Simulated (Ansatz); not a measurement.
Given this structure:

```
O Co
1.0
     3.16739    0.00000    0.00000
    -1.58369    5.95756    0.00000
     0.00000    0.00000   26.76909
O Co
10 10
Direct
  0.87727 0.75455 0.28017
  0.53894 0.07788 0.35598
  0.27128 0.54255 0.37114
  0.93294 0.86589 0.44694
  0.66528 0.33056 0.46210
  0.32695 0.65389 0.53790
  0.05928 0.11856 0.55306
  0.72095 0.44190 0.62886
  0.45328 0.90656 0.64402
  0.11495 0.22990 0.71983
  0.39681 0.79363 0.32316
  0.12915 0.25830 0.33832
  0.79082 0.58163 0.41413
  0.52315 0.04630 0.42929
  0.18482 0.36964 0.50509
  0.91715 0.83430 0.52025
  0.57882 0.15764 0.59605
  0.31115 0.62231 0.61121
  0.97282 0.94565 0.68701
  0.70516 0.41031 0.70217
```

Question: Describe what this structure looks like.

Answer: Its composition is CoO. There are 20 atoms in the cell: 10 Co, 10 O. Taking every contact within bonding distance, one finds Co 3 to 4 (mean 3.7) and O 2 to 4 (mean 3.7). The bonds build CoO layers parallel to (001).

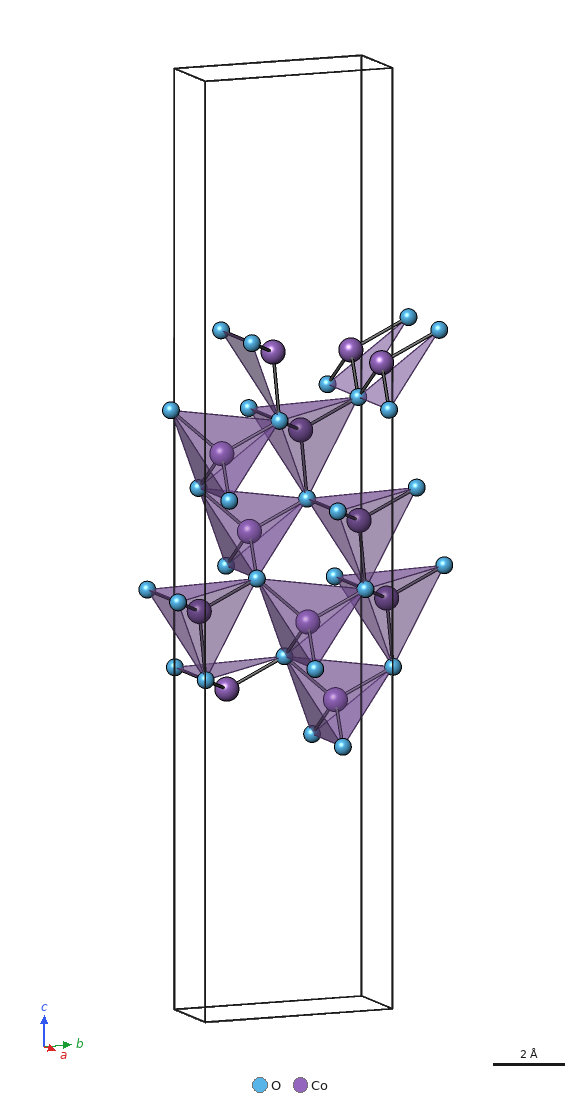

The crystal in a polyhedral representation, seen slightly off an axis. The frame is the simulation cell; atoms at its boundary are shown with their periodic copies. A few atoms beyond the faces are included. Colours: cobalt purple, oxygen blue.

The cell started as a structure listed in the Materials Project, from which a slab was cut. Earlier steps of the study may have refined or changed the cell and positions. It was set up as input for a calculation with Ansatz.
